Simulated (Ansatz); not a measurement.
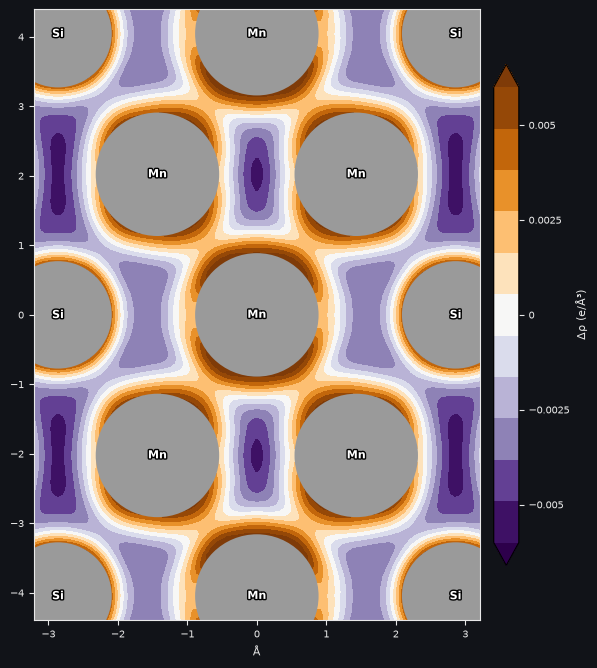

Mn₃Si: difference of two self-consistent densities at the same geometry, ρ(LDA) − ρ(PBEsol), on the (101) plane of the conventional cell of the magnetic structure. Grey discs cover the cores, where the PAW densities can't be compared. Cores are masked to 0.9 Å (Mn) and 0.8 Å (Si).

Space group Fm-3m; spin-polarised.

Both runs: Ansatz, scalar-relativistic, plane waves and PAW, same cutoff, k-points and PAW files (made with PBE).

### What differs between the two levels of theory?

Against PBEsol, and outside the masked cores, the largest gain lies at the edge of the masked core of Mn, and the largest loss, 0.005 e/Å³, lies 1.4 Å from a manganese nucleus and 1.8 Å from a silicon one.
- Bader charges are Mn −0.05 to +0.32 and Si −0.22 e with PBEsol and Mn −0.06 to +0.27 and Si −0.15 e with LDA. Among metals such charges hang on how the charge between the atoms is shared out.
- At this volume the pressure is −16 GPa with PBEsol and −23 GPa with LDA.
- The integrated |spin density| goes from 4.5 to 4.1 μB in the cell of the calculation, and part of the map comes from this change.

Run times: 39 s (LDA) and 82 s (base cell), on 2 threads of Arm Neoverse N1, with other jobs on the host.
